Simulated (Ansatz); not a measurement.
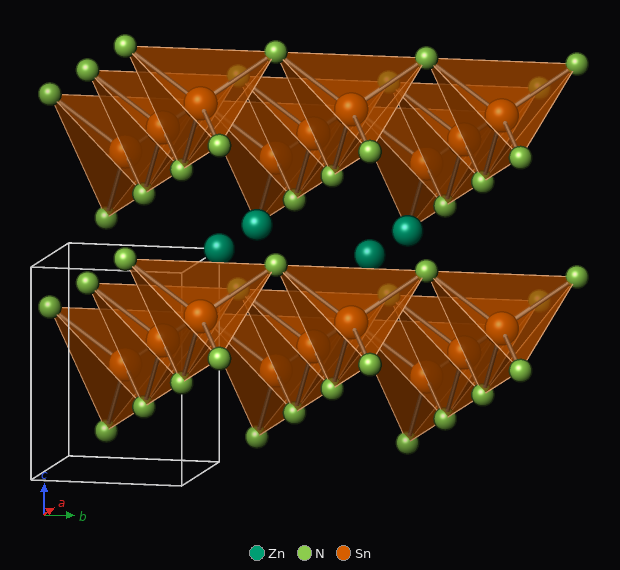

Polyhedra are drawn about Sn (bonds: N–Sn below 2.3 Å); other atoms are plain spheres.

ZnSnN2 (space group P-4m2, No. 115): the input geometry of an electronic-structure calculation (not necessarily at equilibrium); the starting structure was generated, so it need not be a known form of this composition.

Sharing among the drawn polyhedra:

```json
{"site": "Sn", "polyhedron": "SnN4 tetrahedron", "corner-sharing neighbours": "4", "edge-sharing": "0", "face-sharing": "0", "bond (Å)": "2.07"}
```

They form layers of corner-sharing tetrahedra parallel to (001). Their corner atoms also have Zn as close neighbours (those links are not drawn).
